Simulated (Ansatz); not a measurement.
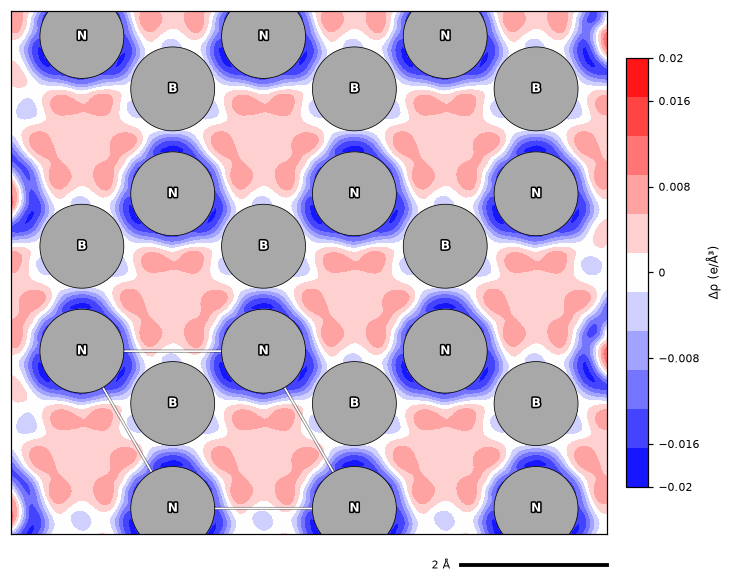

BN. Difference of the valence pseudo-densities of two functionals at the same geometry, on the (001) plane of the calculation cell: PBEsol less PBE.

Both computed with Ansatz (plane waves, PAW), on the same k-point mesh. Grey discs cover the atomic cores.

Q: What does the difference map show?

A: Against PBE, PBEsol gives less density around N (−0.005 e/Å³ on average at 0.8 Å from the nucleus) and a change of −0.014 e/Å³ at the midpoint of B–N.
